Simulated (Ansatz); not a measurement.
Cu3N

```
Cu N
1.0
     3.66763    0.00000    0.00000
     0.00000    3.66763    0.00000
     0.00000    0.00000    3.66763
Cu N
3 1
Direct
  0.50000 0.00000 0.00000
  0.00000 0.50000 0.00000
  0.00000 0.00000 0.50000
  0.00000 0.00000 0.00000
```

Space group Pm-3m; changed on purpose from its base cell (volume × 0.88); computed pressure about 20 GPa in this cell; computed without spin polarisation.

Computed with DFT PBE, scalar-relativistic, plane waves, PAW in Ansatz 0.2.0.

In a PAW calculation such maps are meaningful between the atoms, not at the nuclei.

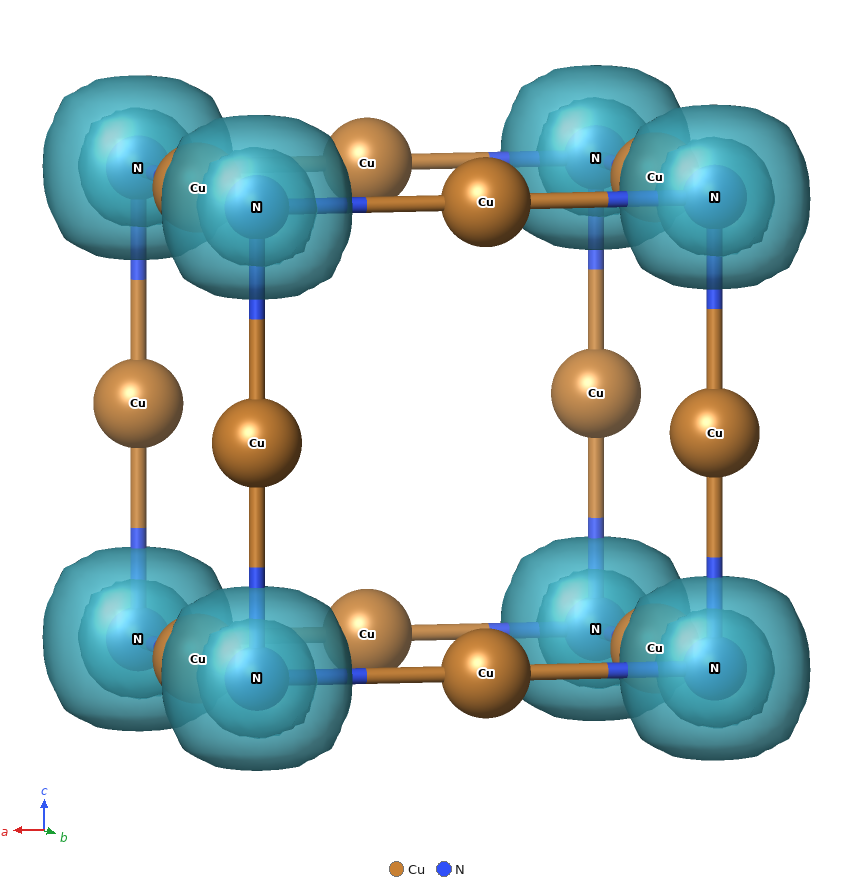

Figure 1. Isosurface of the ELF at 0.7 (cyan), seen at an oblique angle. Only the valence region is drawn (cores and ρ < 0.01 e/Å³ removed). Sticks mark near contacts.

Question: What do the ELF domains correspond to?

Answer: At this value the surface marks out one region wrapped around N (its valence shell), counted in one cell of 4 atoms. Regions shared between cells count once. Along the contacts the grid gives the following. Cu–N (1.83 Å): the ELF peaks at about 0.80 in the valence shell of N, 0.6 Å from its nucleus, and is about 0.30 at the midpoint.

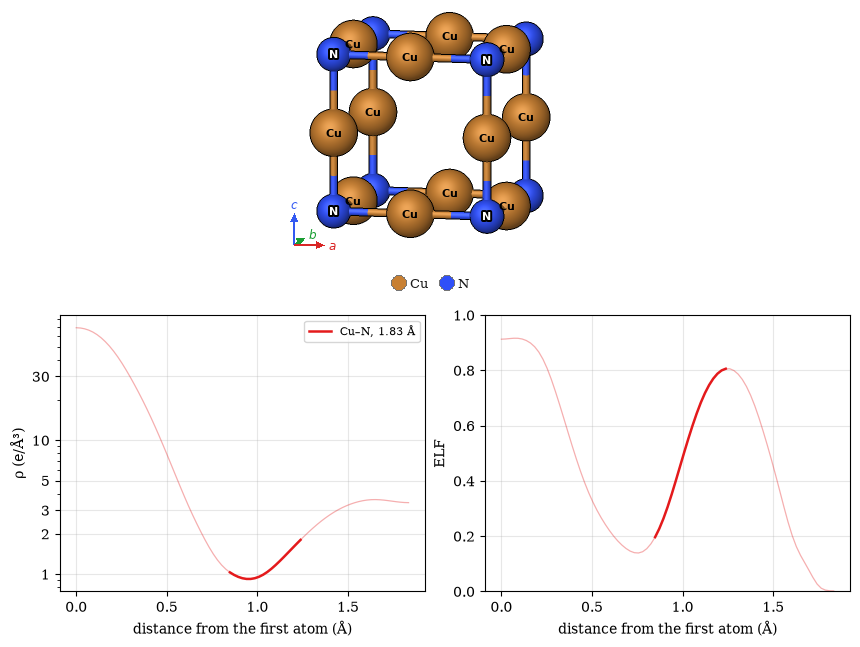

Figure 2. Valence pseudo-density and electron localisation function along straight lines between neighbouring atoms. Thin, pale parts lie inside the atomic spheres. The structure is drawn too.

Question: What can be read from the curves?

Answer: Cu–N (1.83 Å): ρ at the midpoint is about 0.93 e/Å³; the ELF peaks at about 0.80 in the valence shell of N, 0.6 Å from its nucleus, and is about 0.30 at the midpoint.

Question: Does the calculation give a band gap?

Answer: It is metallic or semimetallic at this level of theory: no gap opens; semilocal functionals without U, or without the true magnetic order, often close the gap of such compounds.
